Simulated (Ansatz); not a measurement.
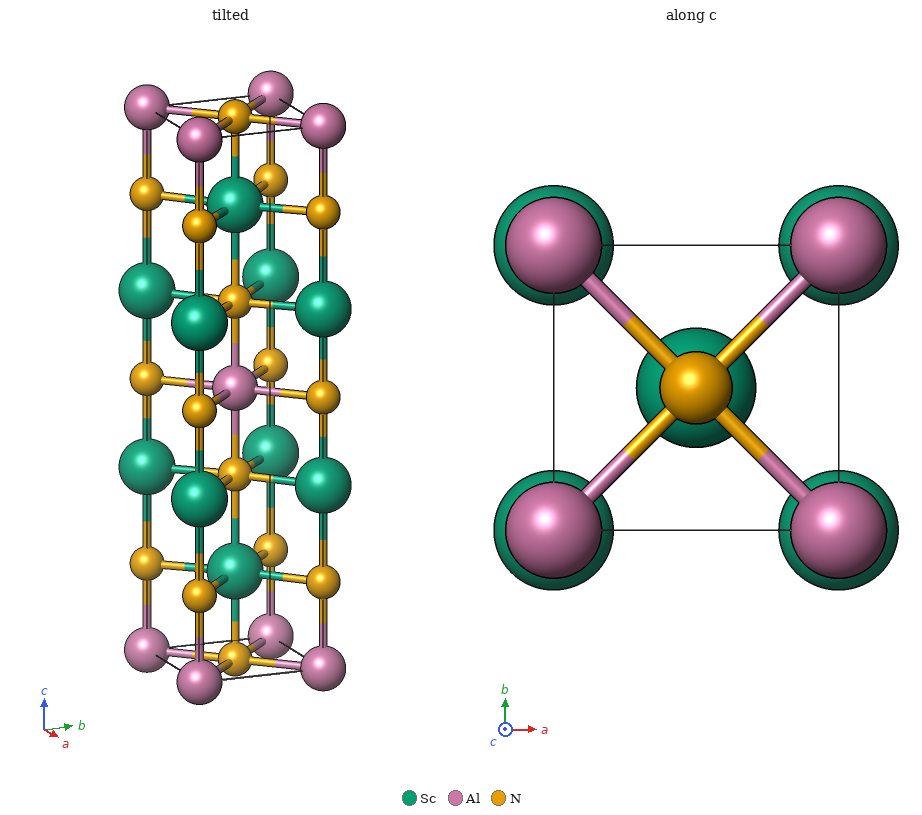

Ball-and-stick drawing of the structure, looking slightly off an axis and along the c axis. The frame is the conventional unit cell; atoms at its boundary are shown with their periodic copies. Cell: a = 3.12 Å, b = 3.12 Å, c = 13.07 Å, α = 90.00°, β = 90.00°, γ = 90.00°.

Starting structure: a structure type filled with these elements by a generator (whether the compound takes this form wasn't checked). Earlier steps of the study may have refined or changed the cell and positions. It was the input of a calculation with Ansatz.

Summary of the structure:

Answer. It has the composition Sc2AlN3. Space group I4/mmm (No. 139), lattice body-centred tetragonal. The cell comprises 2 formula units: 4 Sc, 2 Al, 6 N. The Sc atoms are each bonded to six N in a distorted octahedral arrangement at about 2.1 to 2.3 Å. Around each Al lie six N in a distorted octahedral arrangement at about 2.1 to 2.2 Å. N takes two kinds of site: 4e with five Sc and one Al in a distorted octahedral arrangement (about 2.2 to 2.3 Å to Sc, 2.1 Å to Al); 2b with four Al and two Sc in an octahedral arrangement (about 2.2 Å to Al, 2.1 Å to Sc). The bonds build a three-dimensional framework.

Electronic-structure method: Ansatz, DFT PBE, scalar-relativistic, plane waves, PAW. Parameters: a cutoff energy of 420 eV, k-points about 0.18 Å⁻¹ apart, Gaussian smearing of 0.02 eV, no spin polarisation.

Predict the gap.

Answer. A semiconductor at this level, with a gap of 0.31 eV, indirect.

What net charge does each kind of atom have (Bader)?

Answer. Sc +1.82 e; Al +2.41 e; N -2.17 to -1.94 e.

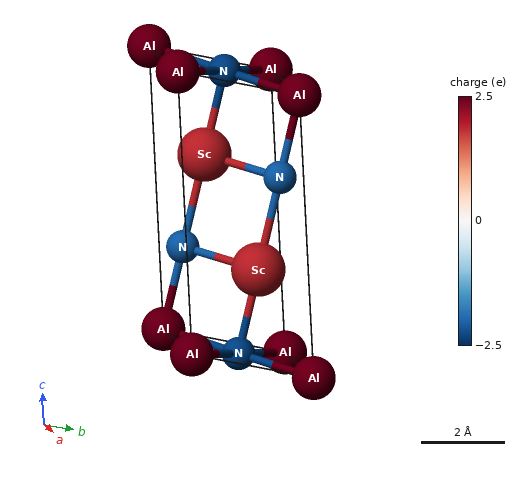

The atoms coloured by those charges. The run's cell of 6 atoms is drawn in a reduced setting, so axes and origin can differ from the first picture.

Is this the relaxed geometry?

Answer. Yes. All forces vanish to within 0.01 eV/Å. The pressure is 0.0 GPa, close to zero.
